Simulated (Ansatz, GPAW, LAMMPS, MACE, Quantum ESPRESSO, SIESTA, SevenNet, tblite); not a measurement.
**Forces in glassy 39BaO-61TiO2 (mol %) (94 atoms), program by program**

One geometry of glassy 39BaO-61TiO2 (mol %) (94 atoms) is solved by several programs and methods. How far do their forces lie from a plane-wave PBE run?

Results are calculated, not measured.

## (1) The cell

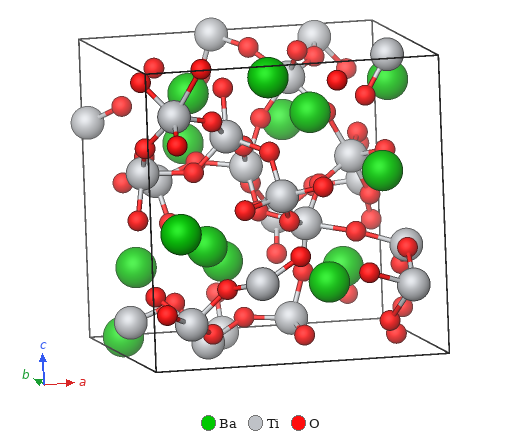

The cell (barium green, titanium light grey, oxygen red). Bonds to atoms that aren't drawn are left out. Some periodic images of atoms are drawn too.

The cell holds 94 atoms (14 Ba, 22 Ti and 58 O), with edges of 11.32, 11.32 and 11.32 Å. Recipe: 94 atoms (14 Ba, 22 Ti, 58 O) placed at random at 4.7 g/cm³, melted at 4000 K for 10 ps at fixed volume with the Morse and Coulomb pair potential with partial charges (Pedone, Malavasi, Menziani, Cormack and Segre, J. Phys. Chem. B 110, 11780 (2006)). Quenched from 4000 K to 300 K at 50 K/ps and fixed volume, held 10 ps at zero pressure, then minimised at fixed cell. The density is 4.47 g/cm³.

## (2) The reference input

Quantum ESPRESSO 7.5: Kohn-Sham DFT, PBE, SSSP efficiency 1.3.0 pseudopotentials, plane waves. Its input, pw.in:

```
&control
  calculation = 'scf'
  pseudo_dir = './pseudo'
  outdir = './tmp'
  disk_io = 'none'
  tprnfor = .true.
  tstress = .true.
/
&system
  ibrav = 0
  nat = 94
  ntyp = 3
  ecutwfc = 60
  ecutrho = 480
  nosym = .true.
  occupations = 'smearing'
  smearing = 'fd'
  degauss = 0.003675
/
&electrons
  conv_thr = 4.7e-07
  electron_maxstep = 100
  mixing_beta = 0.4
  mixing_mode = 'plain'
  diagonalization = 'david'
/
ATOMIC_SPECIES
Ba 137.327 Ba.upf
Ti 47.867 Ti.upf
O 15.999 O.upf
CELL_PARAMETERS angstrom
11.32140 0.00000 0.00000
0.00000 11.32140 0.00000
0.00000 0.00000 11.32140
ATOMIC_POSITIONS crystal
Ba 0.45480 0.16940 0.93968
Ba 0.27811 0.40285 0.35631
Ba 0.29567 0.68720 0.83529
Ba 0.80413 0.69844 0.22094
[... 88 atom lines left out ...]
O 0.36255 0.45440 0.87707
O 0.18984 0.53209 0.15755
K_POINTS gamma
```

```console
$ OMP_NUM_THREADS=1 mpirun -np 4 pw.x -in pw.in > output.txt
```

Run time: 11 min. Hardware: 4 MPI ranks of Arm Neoverse V1, shared host; peak memory 4.7 GiB.

It converged with an r.m.s. force component of 0.71 eV/Å and a pressure of 2.9 GPa.

Its highest filled and lowest empty levels lie 2.46 eV apart on its k-points.

## (3) What was run beside it

- GPAW 26.7.0: PAW with atomic orbitals (LCAO), plane waves or a real-space grid of spacing h.
- MACE: machine-learned potential, published weights.
- SIESTA 5.4.2: numerical atomic orbitals, whose automatically made sets are far from complete, with PseudoDojo norm-conserving potentials that we converted to its format (checked against plane waves on the same files for H, C, O, Si, Ge and Ca alone); labels give functional, basis size, energy shift and mesh cutoff.
- SevenNet: machine-learned potential, published weights.

All use the same cell and atoms, and the electronic-structure runs the same k-mesh.

## (4) All runs compared

Differences are against the reference: forces as r.m.s. over components, share as that over the reference's r.m.s. force, slope as the fitted ratio of a run's forces to the reference's.

```csv
run,"Δ force, r.m.s. (meV/Å)",share (%),slope,Δ pressure (GPa),Δ gap (eV),cores,CPU time,memory (GiB)
reference,-,-,-,-,-,4,43 min,4.7
"GPAW PBE, LCAO dzp, h 0.18 Å",170,23.7,1.163,-,-0.101,1,20 min,2.9
"GPAW PBE, LCAO dzp, h 0.18 Å, other mixer settings",170,23.8,1.164,-,-0.102,2,25 min,3.3
"GPAW PBE, LCAO dzp, h 0.22 Å (coarse)",230,32.2,1.192,-,-0.102,1,11 min,1.7
MACE MP-0b2 small potential,118,16.6,0.990,1.26,-,1,7.2 s,0.66
MACE MP-0b3 medium potential,98.7,13.8,1.019,1.13,-,1,9.3 s,1.0
"SIESTA PBE, DZ, shift 0.01 Ry, mesh 500 Ry (coarse)",274,38.3,1.239,-4.32,-0.299,2,3.7 min,1.7
"SIESTA PBE, DZP, shift 0.01 Ry, mesh 500 Ry",198,27.7,1.127,0.815,-0.255,4,8.3 min,2.9
"SIESTA PBE, SZ, shift 0.02 Ry, mesh 500 Ry (coarse)",563,78.8,0.779,-14.4,-1.02,1,2.4 min,1
SevenNet l3i5 potential,87.9,12.3,1.026,1.08,-,1,11 s,1.4
```

Rows marked coarse were listed beforehand as settings not expected to be converged; some can still land near the reference.

Times of the machine-learned potentials are mostly Python's start and the loading of weights.

Runs without a result: tblite GFN1-xTB (ended with an error or stopped unconverged); GPAW PBE, LCAO sz(dzp), h 0.18 Å (cut off at its time limit).

CPU time is summed over cores on shared hosts, so it is rough.

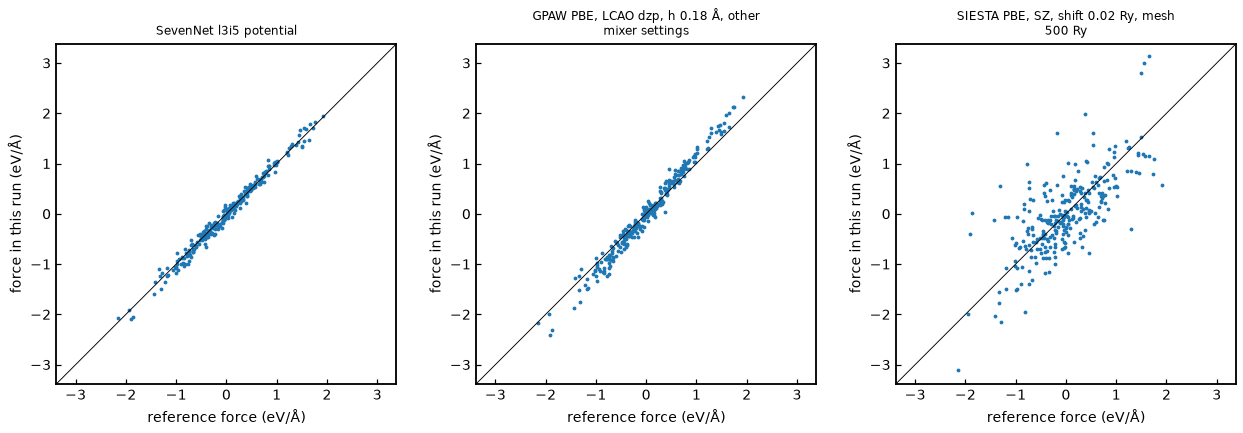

Force components against those of the reference; the line marks equality.

## (5) Findings

Forces lie from 12 % (SevenNet l3i5 potential) to 79 % (SIESTA PBE, SZ, shift 0.02 Ry, mesh 500 Ry, coarse) of the reference's r.m.s. force of 0.71 eV/Å away from it. The PBE runs in local orbitals, coarse settings apart, differ by 24 % (GPAW PBE, LCAO dzp, h 0.18 Å) to 28 % (SIESTA PBE, DZP, shift 0.01 Ry, mesh 500 Ry); basis, grid and potentials can all enter. Machine-learned potentials differ by 12 % (SevenNet l3i5 potential) to 17 % (MACE MP-0b2 small potential); they were trained on other programs' data. Runs with settings chosen to be coarse differ by 32 % (GPAW PBE, LCAO dzp, h 0.22 Å) to 79 % (SIESTA PBE, SZ, shift 0.02 Ry, mesh 500 Ry), their programs' other errors included.

SIESTA PBE, DZ, shift 0.01 Ry, mesh 500 Ry stiffens the forces by a factor of 1.24 while following their directions (correlation 0.972). From GPAW PBE, LCAO dzp, h 0.22 Å to the finer GPAW PBE, LCAO dzp, h 0.18 Å, other mixer settings the share falls from 32 to 24 %. Pressures at PBE, coarse settings apart, lie +0.82 GPa from the reference's. Gaps at PBE, coarse settings apart, lie -0.26 to -0.10 eV from the reference's.

**Limits.** The reference's pressure holds the uncorrected Pulay stress of its 60 Ry basis, so small pressure differences may be the reference's own error. Machine-learned potentials mimic data converged in k, so the reference's own k-point error enters their differences. The quench rate of 50 K/ps is many orders above laboratory rates, so the cell is likely richer in defects and strain than a real sample. The network of bonds at the start is that of the classical potential that made the cell, and needn't be the one that DFT or experiment would give. The electronic-structure runs sample only Γ, in a cell whose shortest periodic width is 11 Å. Spin–orbit coupling is left out, which matters for the levels of the heavy elements. The reference's pressure of 2.9 GPa reflects the volume that the recipe set, positions that aren't this level's minimum and the basis. The reference has no spin polarisation, so local moments can't form. Where levels are smeared, the DFT runs use Fermi–Dirac occupations at 580 K (0.05 eV), and energies are free energies. The reference's cutoffs and mesh weren't converged further here.

[Logs are printed without paths, hosts, clocks, repeated set-up lines and the standing remarks that a program may print on its own settings, such as how far it seeks lower states.]

[Hosts, paths, dates, database ids (printed as entryN), source tags and the programs' standing remarks are cut or masked in the printed files.]

[Cells were taken only where this reference lay near another plane-wave run.]
